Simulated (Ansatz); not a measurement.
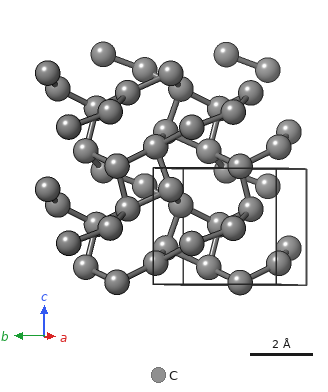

Crystalline C (a generated structure, set up in P6_522) (coarse preliminary run), before the relaxation. Style: ball-and-stick. Shown: the cell of the calculation, repeated 1 × 2 × 2 with one cell outlined, from a free direction.

Theory: DFT PBE, scalar-relativistic, plane waves, PAW in Ansatz 0.2.0.

The input:
```yaml
crystal:
  lattice:
    - [4.19141232, 0.0, 0.0]
    - [-2.09570616, 3.62986955, 0.0]
    - [0.0, 0.0, 3.7967124]
  atoms:
    - { symbol: C, position: [0.36672977, 0.29688742, 0.64940799] }
    - { symbol: C, position: [0.70311258, 0.06984235, 0.31607466] }
    - { symbol: C, position: [0.93015765, 0.63327023, 0.98274133] }
    - { symbol: C, position: [0.63327023, 0.70311258, 0.14940799] }
    - { symbol: C, position: [0.29688742, 0.93015765, 0.81607466] }
    - { symbol: C, position: [0.06984235, 0.36672977, 0.48274133] }
    - { symbol: C, position: [0.06984235, 0.70311258, 0.35059201] }
    - { symbol: C, position: [0.29688742, 0.36672977, 0.01725867] }
    - { symbol: C, position: [0.63327023, 0.93015765, 0.68392534] }
    - { symbol: C, position: [0.93015765, 0.29688742, 0.85059201] }
    - { symbol: C, position: [0.70311258, 0.63327023, 0.51725867] }
    - { symbol: C, position: [0.36672977, 0.06984235, 0.18392534] }
basis:
  ecutwfc: 420
kpoints:
  mp_grid: { grid: [6, 6, 4] }
hamiltonian:
  xc: pbe
scf:
  occupations: { method: gaussian, width: 0.1 }
  lower_state_search: "off"
output:
  forces: true
  stress: true
  eigenvalues: true
relax:
  adjacent_minimum: "off"
  f_tol: 0.04
  max_steps: 70
  cell: { stress_tol: 0.4 }
```

Command:
```bash
ansatz run input.yaml --threads 1 --pin off --max-ram 2560MiB --backend cpu --events-out ev --progress --plain --runs-dir out
```

Where does the relaxation end?

Over 6 accepted moves (9 points after the start) the energy falls by 3.957 eV per cell of the calculation. Largest force component: 1.3 eV/Å at the start, 0.0068 eV/Å at the end. The pressure goes from 97.24 to 0.19 GPa. The line search rejected the trial step at point 3 of the run. At 2 points the geometry stayed and the basis and grid were re-selected for the new cell (energy shift of 0.185 eV per cell of the calculation at most each time). The largest moves relative to the cell, 0.071 Å, are those of 12 atoms (C1, C2, C3, C4 and others). C2 goes roughly along [−3 −3 2]. The drawn cell changes as follows: a = b 4.191 → 4.450 Å (+6.2 %), c 3.797 → 4.141 Å (+9.1 %); the volume changes by +22.9 %. Among the contacts that change: C1–C5 1.549 → 1.679 Å, C1–C11 1.497 → 1.549 Å, C1–C8 1.486 → 1.518 Å. Among the angles between lasting bonds that change: C7–C3–C10 108.4° → 112.5°, C5–C3–C7 95.2° → 98.4°, C4–C3–C7 81.6° → 79.4°. The space group stays P6_522 (No. 179).

History of the run:

```csv
step,"E − E(0), meV/atom","largest force component, eV/Å","pressure, GPa","volume, Å³/atom",note
0,0.00,1.2636,97.24,4.814,
1,-233.81,0.6037,42.38,5.268,
2,-304.50,0.4590,8.05,5.694,
3,-291.45,0.9804,7.95,5.856,rejected
4,-312.39,0.1472,3.68,5.785,
5,-313.80,0.0035,0.40,5.856,
6,-313.78,0.0013,0.01,5.863,
7,-329.19,0.0117,3.21,5.863,"same geometry, new basis"
8,-329.41,0.0070,0.16,5.916,
9,-329.78,0.0068,0.19,5.916,"same geometry, new basis"
```

Final geometry:

```xyz
12
Lattice="4.4495 0.0000 0.0000 -2.2248 3.8534 0.0000 0.0000 0.0000 4.1407" Properties=species:S:1:pos:R:3 pbc="T T T"
C     0.9494    1.2011    2.7247
C     2.9346    0.2217    1.3445
C     2.7902    2.4306    4.1049
C     1.2753    2.6523    0.6543
C    -0.7099    3.6317    3.4148
C    -0.5655    1.4228    2.0346
C    -1.2753    2.6523    1.4160
C     0.5655    1.4228    0.0358
C     0.7099    3.6317    2.7963
C     3.5001    1.2011    3.4864
C     1.6593    2.4306    2.1061
C     1.5149    0.2217    0.7259
```

The end point in the same view:

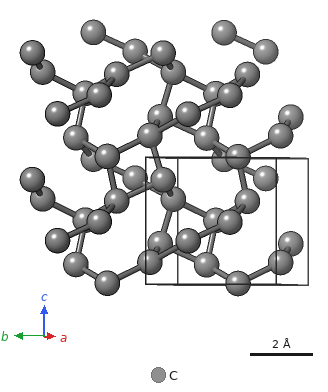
